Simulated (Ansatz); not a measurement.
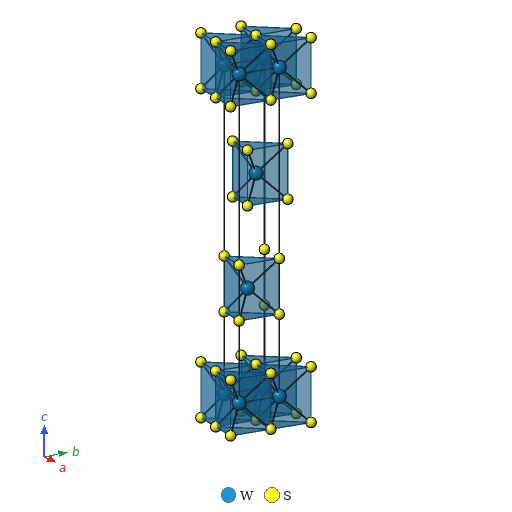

System: WS₂, space group R3m (No. 160). The picture shows the conventional cell.

Structure:
```
W S
1.0
     1.57900    0.91164    6.16333
    -1.57900    0.91164    6.16333
     0.00000   -1.82327    6.16333
W S
1 2
Direct
  0.00000 0.00000 0.00000
  0.58100 0.58100 0.58100
  0.75030 0.75030 0.75030
```

Calculation (Ansatz 0.2.0): all-electron LAPW DFT, no spin polarisation; energies at scaled volumes of the given cell, shape and fractions fixed, counted from the fit's minimum, third-order Birch-Murnaghan fit. Level: LDA.

| setting | value |
| --- | --- |
| k mesh | 10×10×10 |
| occupations | Fermi–Dirac |
| smearing width | 0.05 eV |
| potentials | all electron LAPW, scalar relativistic |
| program settings | basis error eV/atom 0.002 |

What does the calculation give for the energy against volume? The volume takes the values 16.68, 17.03, 17.39, 17.74, 18.10, 18.45, 18.81 Å³/atom.

A third-order Birch–Murnaghan fit gives V0 = 17.37 Å³/atom, B0 = 177 GPa and B′ = 4.4. The energy is 16.22 meV/atom at volume 16.68 Å³/atom and 57.20 meV/atom at 18.81 Å³/atom; the lowest computed point is at volume 17.39 Å³/atom (0.01 meV/atom).

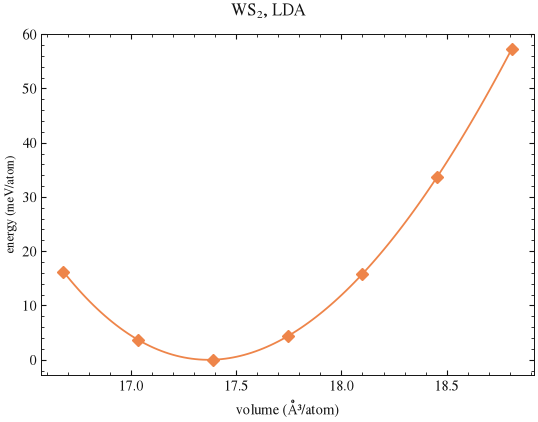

Keep in mind: shape and atomic fractions are frozen while scaling, which makes layered, chain and framework solids too stiff.
